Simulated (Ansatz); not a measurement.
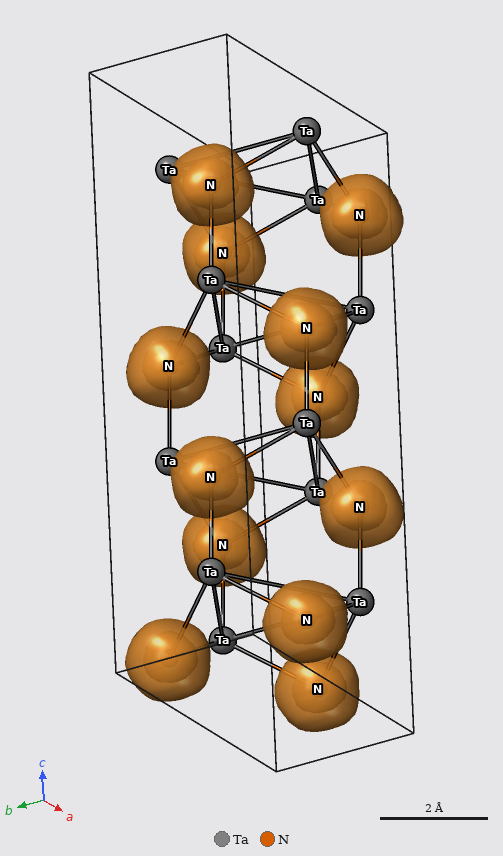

Figure 1: TaN. Isosurface of the ELF at 0.75 (orange), seen at an oblique angle. Only the valence region is drawn (cores and ρ < 0.01 e/Å³ removed). Sticks mark near contacts.

Space group Cm; not relaxed (largest force 2.0 eV/Å); computed pressure about −3 GPa in this cell.

The calculation used DFT LDA, scalar-relativistic, plane waves, PAW in Ansatz 0.2.0.

In a PAW calculation such maps are meaningful between the atoms, not at the nuclei.

Identify the bonds, lone pairs and shells in this picture.

The ELF exceeds this value in eight regions wrapped around N (the valence shell of each), counted in one cell of 16 atoms. Regions shared between cells count once. Along the contacts the grid gives the following. Ta–N (1.96 Å): the ELF peaks at about 0.85 in the valence shell of N, 0.6 Å from its nucleus, and drops to about 0.30 between the two atoms. Ta–Ta (3.10 Å): the ELF is about 0.30 at the midpoint.

Does the calculation give a band gap?

It is metallic or semimetallic at this level of theory: no gap opens; semilocal functionals without U, or without the true magnetic order, often close the gap of such compounds.
